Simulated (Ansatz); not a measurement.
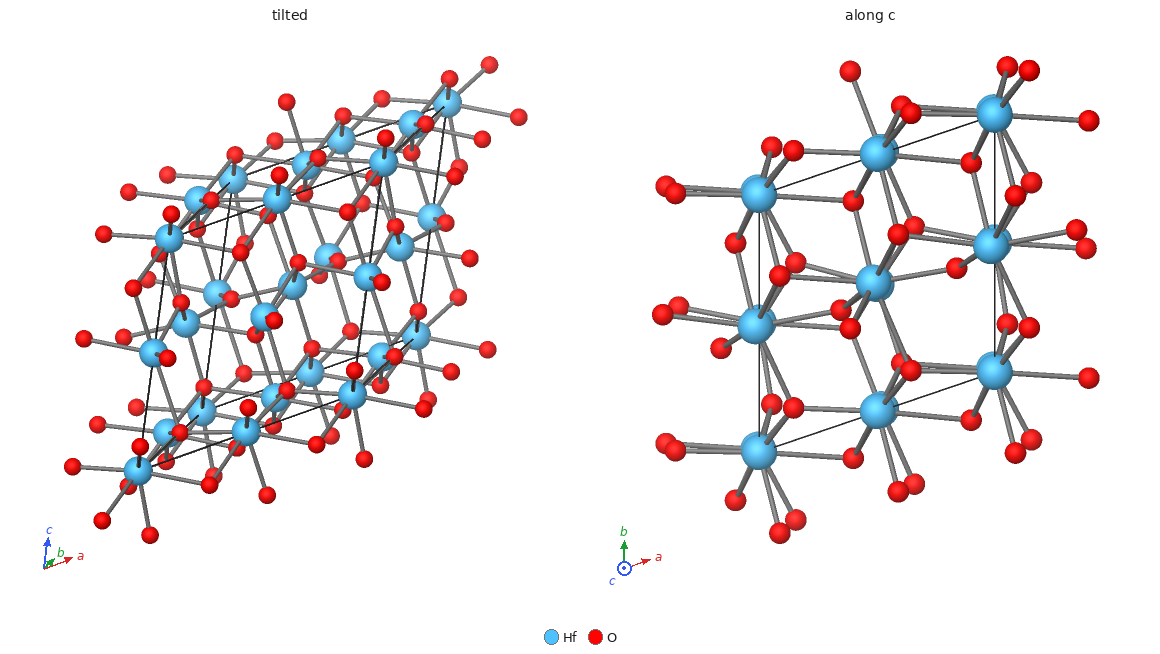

We look at a ball-and-stick model of the crystal slightly off an axis and along the c axis. The edges of the unit cell are marked. Some atoms of the next cells are drawn as well.

Hf₈O₁₃, a = 6.94 Å, b = 7.22 Å, c = 7.26 Å, α = 60.97°, β = 61.62°, γ = 61.41°.

Theory: DFT PBE, scalar-relativistic, plane waves, PAW in Ansatz 0.2.0. Numerical settings: plane-wave cutoff 420 eV, k-points about 0.18 Å⁻¹ apart, Gaussian smearing of 0.02 eV, no spin polarisation.

Is the electronic structure metallic or gapped?

A semiconductor at this level, with a gap of 0.35 eV on the k-mesh (the true edges may lie between mesh points, so the gap can be somewhat smaller).

Would the cell expand or shrink if it could?

The computed pressure is 0.1 GPa, close to zero.

Origin of the cell: a structure type filled with these elements by a generator (whether the compound takes this form wasn't checked). Earlier steps of the study, as a rule a relaxation of our own, may have changed the cell and positions, so they can lie some per cent off the listed ones. Ansatz was used for an electronic-structure calculation on it.
